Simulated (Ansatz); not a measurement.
Si: geometry relaxation (part 2 of 2)

Continued. System: Si (defect cell, 17 atoms in the cell). Method: DFT PBE, scalar-relativistic, plane waves, PAW, no spin polarisation (Ansatz 0.2.0); cutoff 420 eV, 2×2×2 k-mesh, Fermi–Dirac smearing of 0.05 eV. It belongs to a series of runs on one base structure; here: end point B relaxed.

Geometry of the input (Å; fractional positions):
```
0.0000  5.4300  5.4300
5.4300  0.0000  5.4300
5.4300  5.4300  0.0000
Si 0.0000  0.0000  0.0000
Si 0.1250  0.1250  0.1250
Si -0.0000  0.0000  0.5000
Si 0.1250  0.1250  0.6250
Si -0.0000  0.5000  0.0000
Si 0.1250  0.6250  0.1250
Si -0.0000  0.5000  0.5000
Si 0.1250  0.6250  0.6250
Si 0.5000  -0.0000  0.0000
Si 0.6250  0.1250  0.1250
Si 0.5000  0.0000  0.5000
Si 0.6250  0.1250  0.6250
Si 0.5000  0.5000  0.0000
Si 0.6250  0.6250  0.1250
Si 0.5000  0.5000  0.5000
Si 0.6250  0.6250  0.6250
Si 0.8788  0.3708  0.3770
```

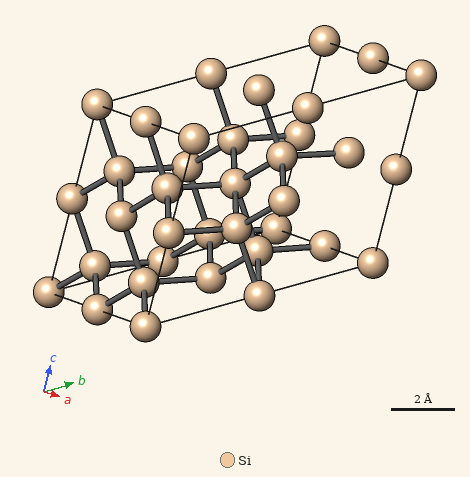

**Figure 1.** The geometry at step 2 of the log (ball-and-stick view of the cell of the calculation, seen slightly off an axis).

## Log, continued
```
relax step   4: F+E_penalty+E_count = -10804.55519587 eV  Δ(F+E_penalty+E_count) = -1.863e-7 eV  max|allowed force component| = 2.198e-2 eV/Å  Δτ_max = 0.0000 Å  (3 SCF iters, accepted)
NSCF: frozen V_eff on 8 k-points
the band table was solved once a step of the walk had ended and its energy, with any forces and stress, was formed, with the checks that follow a solve (2384 applications of the Hamiltonian). They found nothing against the state; the energy, forces and stress were not computed again (output.eigenvalues in the input reference)
SCF converged after 3 iterations
Free energy (F): -10804.555196 eV
Harris-Foulkes:  -10804.555196 eV  (|F-HF|=2.23e-9)
Internal energy: -10804.521194 eV  (E = F + TS)
E sigma→0 (E₀):  -10804.538195 eV
Entropy (-TS):   -0.034002 eV (-2.000 meV/atom)
Fermi energy:    7.307197 eV
--- Per-component energies (eV) ---
  E_band       = 114.341058
  E_kinetic    = 701.240806
  E_local      = -455.589953  (includes V_loc(G=0)·N_el)
  E_nonlocal   = 442.899915
  E_hartree    = 135.272511
  E_xc         = -944.537990
  E_vxc        = -803.001726  (∫ρ·V_xc dr)
  E_paw        = -8717.024633  (= ΣΔE_a)
  E_vpaw       = -41.753019  (= ΣTr[D̂ρ^β])
  E_aug_tail   = 0.000103  (compensation charges beyond the density's cutoff)
  E_ewald      = -1966.781952
  E_smearing   = -0.034002  (= −TS)
  E_closure    = -0.000000  (closes the sum)
  Σ components = -10804.555196   (vs F -10804.555196, Δ=0.00e0)
--- Forces (eV/Å), atoms counted from 1 ---
  atom   1  Si     0.01361468    -0.01327130    -0.01356092
  atom   2  Si     0.01362935    -0.00163509     0.00327700
  atom   3  Si     0.00290908    -0.00153513     0.00327239
  atom   4  Si     0.00082466    -0.01217468     0.00144386
  atom   5  Si    -0.00805490    -0.00603666     0.00704261
  atom   6  Si    -0.00238548    -0.00027967    -0.01512354
  atom   7  Si     0.00006529     0.00277702     0.00036639
  atom   8  Si    -0.00129354     0.00332878    -0.00036359
  atom   9  Si     0.01484012     0.01333233     0.01472157
  atom  10  Si    -0.00082185     0.00218199    -0.00014293
  atom  11  Si    -0.01364548    -0.01371808     0.01394412
  atom  12  Si     0.00350187    -0.00247660     0.01526050
  atom  13  Si    -0.01491404     0.01382129    -0.01527543
  atom  14  Si     0.00031365     0.02198185    -0.00079164
  atom  15  Si     0.01028966    -0.00960866    -0.01122140
  atom  16  Si    -0.01723862    -0.00112544    -0.00262335
  atom  17  Si    -0.00163879     0.00444920    -0.00022739
  max |Σ_I F_I| component: 1.11e-5 eV/Å
--- Band table (eV; the first three rows and the last of 8) ---
  k-point 0: bands = ["-5.8927", "-3.3488", "-3.2032", "-3.2021", "-3.2013", "-2.3838", "-1.3240", "-1.3240", "-1.3238", "-1.1385", "-1.1385", "-0.7746", "-0.2889", "-0.2885", "-0.2881", "3.0291", "3.0300", "3.0306", "3.9221", "3.9223", "3.9226", "4.0465", "5.2134", "5.2134", "5.2916", "5.2925", "5.2935", "5.5866", "5.5870", "5.5873", "6.5166", "6.5177", "6.5183", "7.0982", "7.1015", "7.1053", "7.4230", "7.4232", "7.7447", "7.7449", "7.7452", "8.1246", "8.5447", "8.5460", "8.5471", "9.4866", "9.4884", "9.4908", "9.8659", "9.8659", "10.0019"]
  k-point 1: bands = ["-5.4907", "-4.5297", "-3.1471", "-3.0014", "-2.9988", "-2.5316", "-2.4831", "-2.4817", "-0.8498", "-0.0915", "0.2691", "0.2711", "0.3363", "0.3388", "1.4846", "2.5235", "2.5242", "2.5737", "2.7767", "3.1249", "3.1253", "3.2356", "3.9292", "3.9309", "4.4452", "4.4454", "4.5627", "4.5826", "5.7506", "5.7601", "5.7640", "5.9061", "5.9084", "6.9893", "7.8702", "7.8765", "8.2337", "8.2356", "8.6224", "8.6798", "9.0877", "9.0891", "9.6620", "10.2383", "10.2389", "10.3833", "10.7286", "10.7308", "11.1565", "11.1596", "11.4562"]
  k-point 2: bands = ["-5.4903", "-4.5308", "-3.1477", "-3.0001", "-2.9985", "-2.5319", "-2.4830", "-2.4822", "-0.8489", "-0.0894", "0.2696", "0.2711", "0.3365", "0.3384", "1.4816", "2.5217", "2.5220", "2.5724", "2.7779", "3.1253", "3.1256", "3.2362", "3.9306", "3.9318", "4.4449", "4.4452", "4.5649", "4.5797", "5.7526", "5.7604", "5.7632", "5.9064", "5.9077", "6.9915", "7.8735", "7.8784", "8.2312", "8.2324", "8.6247", "8.6802", "9.0921", "9.0931", "9.6616", "10.2379", "10.2381", "10.3813", "10.7242", "10.7252", "11.1554", "11.1577", "11.4572"]
  k-point 7: bands = ["-5.4904", "-4.5304", "-3.1475", "-3.0008", "-2.9984", "-2.5318", "-2.4831", "-2.4820", "-0.8492", "-0.0903", "0.2693", "0.2713", "0.3362", "0.3389", "1.4827", "2.5223", "2.5228", "2.5729", "2.7774", "3.1250", "3.1255", "3.2360", "3.9299", "3.9316", "4.4450", "4.4453", "4.5641", "4.5808", "5.7506", "5.7603", "5.7647", "5.9062", "5.9080", "6.9907", "7.8716", "7.8784", "8.2321", "8.2337", "8.6238", "8.6801", "9.0904", "9.0918", "9.6618", "10.2381", "10.2383", "10.3820", "10.7257", "10.7274", "11.1554", "11.1588", "11.4567"]
--- Relaxed structure (4 steps of the walk, 4 accepted, 0 SCFs on fresh bases) ---
  F+E_penalty+E_count = -10804.55519587 eV   max|allowed force component| = 2.198e-2 eV/Å
  atoms:
    - { symbol: Si, position: [-0.001433870090035446, 0.0004109540488492335, 0.0005470800065925181] }
    - { symbol: Si, position: [0.12813092067566567, 0.1215472173861499, 0.12217197574502565] }
    - { symbol: Si, position: [0.002569300516416025, -0.007382506993760689, 0.5024945153736322] }
    - { symbol: Si, position: [0.1282005738833336, 0.12166208245226752, 0.6282168284893657] }
    - { symbol: Si, position: [0.002220645989229303, 0.5018990256145536, -0.006142910791467476] }
    - { symbol: Si, position: [0.1281000490933932, 0.6280926642590852, 0.12208684108368417] }
    - { symbol: Si, position: [0.002446656727200902, 0.502079760944056, 0.5023794063630515] }
    - { symbol: Si, position: [0.1257754602075909, 0.6242009079418989, 0.6253740575081066] }
    - { symbol: Si, position: [0.5004633241556535, 0.00034482225298476665, 0.00044546650899041085] }
    - { symbol: Si, position: [0.6248810612312101, 0.12510607468735585, 0.12495234807408212] }
    - { symbol: Si, position: [0.5005334248034512, 0.00038405334074170794, 0.49863808115282277] }
    - { symbol: Si, position: [0.6222817883971723, 0.12147249697820173, 0.6281214451743955] }
    - { symbol: Si, position: [0.5004255955423367, 0.49879122654368685, 0.0004119027807155118] }
    - { symbol: Si, position: [0.6220154683072951, 0.6280641123472253, 0.12183071018491298] }
    - { symbol: Si, position: [0.4942780649775705, 0.5017858804010937, 0.5020333165554449] }
    - { symbol: Si, position: [0.6221880512341885, 0.6280759432859097, 0.6280990822552657] }
    - { symbol: Si, position: [0.8757182543483286, 0.374262254509701, 0.37534436353538025] }
```

## Trajectory as extended XYZ (Å, eV, eV/Å), 4 frames, from step=1 to step=4
```
17
Lattice="0.0000 5.4300 5.4300 5.4300 0.0000 5.4300 5.4300 5.4300 0.0000" Properties=species:S:1:pos:R:3:forces:R:3 step=1 energy=-10804.42800
Si    0.0000    0.0000    0.0000    0.0735  -0.0635  -0.0809
Si    1.3575    1.3575    1.3575   -0.5279  -0.0155   0.0204
Si    2.7150    2.7150    0.0000   -0.6046   0.5796  -0.6167
Si    4.0725    4.0725    1.3575    0.0069   0.5626   0.0085
Si    2.7150    0.0000    2.7150   -0.4261  -0.4748   0.4424
Si    4.0725    1.3575    4.0725   -0.0140  -0.0065   0.5048
Si    5.4300    2.7150    2.7150    0.5538   0.5012   0.5423
Si    6.7875    4.0725    4.0725   -0.0187   0.0495  -0.0029
Si    0.0000    2.7150    2.7150    0.0549   0.0775   0.0599
Si    1.3575    4.0725    4.0725    0.0006  -0.0015   0.0001
Si    2.7150    5.4300    2.7150   -0.0798  -0.0572   0.0723
Si    4.0725    6.7875    4.0725    0.0246  -0.0213  -0.5114
Si    2.7150    2.7150    5.4300   -0.0583   0.0685  -0.0532
Si    4.0725    4.0725    6.7875    0.0037  -0.4600  -0.0062
Si    5.4300    5.4300    5.4300    0.4075  -0.4286  -0.3918
Si    6.7875    6.7875    6.7875    0.4892  -0.0123  -0.0182
Si    4.0606    6.8190    6.7853    0.1146  -0.2977   0.0309
17
Lattice="0.0000 5.4300 5.4300 5.4300 0.0000 5.4300 5.4300 5.4300 0.0000" Properties=species:S:1:pos:R:3:forces:R:3 step=2 energy=-10804.54115
Si    0.0078   -0.0072   -0.0082   -0.0310   0.0270   0.0339
Si    1.3332    1.3569    1.3581   -0.1502  -0.0012  -0.0013
Si    2.6968    2.7319   -0.0189   -0.2166   0.2150  -0.2170
Si    4.0728    4.0970    1.3578    0.0005   0.1625  -0.0003
Si    2.7020   -0.0155    2.7289   -0.1477  -0.1478   0.1482
Si    4.0721    1.3572    4.0966    0.0021  -0.0018   0.1421
Si    5.4475    2.7297    2.7319    0.1869   0.1849   0.1868
Si    6.7848    4.0796    4.0721    0.0008  -0.0022  -0.0004
Si    0.0060    2.7226    2.7213   -0.0256  -0.0348  -0.0277
Si    1.3580    4.0711    4.0726   -0.0007   0.0019  -0.0002
Si    2.7070    5.4234    2.7225    0.0342   0.0252  -0.0313
Si    4.0732    6.7868    4.0483   -0.0011  -0.0006  -0.1448
Si    2.7090    2.7218    5.4243    0.0280  -0.0322   0.0259
Si    4.0726    4.0493    6.7873    0.0005  -0.1282   0.0009
Si    5.4429    5.4160    5.4180    0.1304  -0.1300  -0.1303
Si    6.8114    6.7870    6.7870    0.1372  -0.0012   0.0019
Si    4.0634    6.8114    6.7857    0.0524  -0.1367   0.0136
17
Lattice="0.0000 5.4300 5.4300 5.4300 0.0000 5.4300 5.4300 5.4300 0.0000" Properties=species:S:1:pos:R:3:forces:R:3 step=3 energy=-10804.55520
Si    0.0052   -0.0048   -0.0056    0.0137  -0.0133  -0.0136
Si    1.3234    1.3591    1.3558    0.0137  -0.0016   0.0033
Si    2.6885    2.7425   -0.0261    0.0031  -0.0017   0.0035
Si    4.0718    4.1073    1.3568    0.0008  -0.0123   0.0014
Si    2.6920   -0.0213    2.7374   -0.0080  -0.0060   0.0070
Si    4.0735    1.3585    4.1061   -0.0024  -0.0003  -0.0152
Si    5.4542    2.7412    2.7396   -0.0001   0.0026   0.0002
Si    6.7852    4.0787    4.0724   -0.0013   0.0034  -0.0004
Si    0.0043    2.7199    2.7194    0.0149   0.0134   0.0148
Si    1.3578    4.0716    4.0724   -0.0008   0.0022  -0.0001
Si    2.7097    5.4255    2.7200   -0.0137  -0.0138   0.0140
Si    4.0703    6.7897    4.0386    0.0035  -0.0025   0.0154
Si    2.7107    2.7195    5.4257   -0.0149   0.0139  -0.0153
Si    4.0719    4.0391    6.7879    0.0003   0.0221  -0.0008
Si    5.4507    5.4100    5.4086    0.0102  -0.0096  -0.0112
Si    6.8210    6.7891    6.7889   -0.0173  -0.0011  -0.0026
Si    4.0704    6.7933    6.7874   -0.0017   0.0046  -0.0002
17
Lattice="0.0000 5.4300 5.4300 5.4300 0.0000 5.4300 5.4300 5.4300 0.0000" Properties=species:S:1:pos:R:3:forces:R:3 step=4 energy=-10804.55520
Si    0.0052   -0.0048   -0.0056    0.0136  -0.0133  -0.0136
Si    1.3234    1.3591    1.3558    0.0136  -0.0016   0.0033
Si    2.6885    2.7425   -0.0261    0.0029  -0.0015   0.0033
Si    4.0718    4.1073    1.3568    0.0008  -0.0122   0.0014
Si    2.6920   -0.0213    2.7374   -0.0081  -0.0060   0.0070
Si    4.0735    1.3585    4.1061   -0.0024  -0.0003  -0.0151
Si    5.4542    2.7412    2.7396    0.0001   0.0028   0.0004
Si    6.7852    4.0787    4.0724   -0.0013   0.0033  -0.0004
Si    0.0043    2.7199    2.7194    0.0148   0.0133   0.0147
Si    1.3578    4.0716    4.0724   -0.0008   0.0022  -0.0001
Si    2.7097    5.4255    2.7200   -0.0136  -0.0137   0.0139
Si    4.0703    6.7897    4.0386    0.0035  -0.0025   0.0153
Si    2.7107    2.7195    5.4257   -0.0149   0.0138  -0.0153
Si    4.0719    4.0391    6.7879    0.0003   0.0220  -0.0008
Si    5.4507    5.4100    5.4086    0.0103  -0.0096  -0.0112
Si    6.8210    6.7891    6.7889   -0.0172  -0.0011  -0.0026
Si    4.0704    6.7933    6.7874   -0.0016   0.0044  -0.0002
```

## Summary

```json
{"quantity": "outcome", "value": "converged"}
{"quantity": "electrons treated", "value": "68"}
{"quantity": "free energy", "value": "−10804.5552 eV"}
{"quantity": "Fermi energy", "value": "7.307 eV"}
{"quantity": "final volume", "value": "320.21 Å³"}
{"quantity": "largest force (length of the vector) at the end", "value": "0.025 eV/Å"}
{"quantity": "hardware", "value": "1 thread of Arm Neoverse V1, 24 GiB of memory available, shared host"}
{"quantity": "wall time", "value": "28 s"}
{"quantity": "peak memory", "value": "0.51 GiB"}
```

## Notes

The k-point mesh is coarse for a cell of this size, so the results may not be converged.
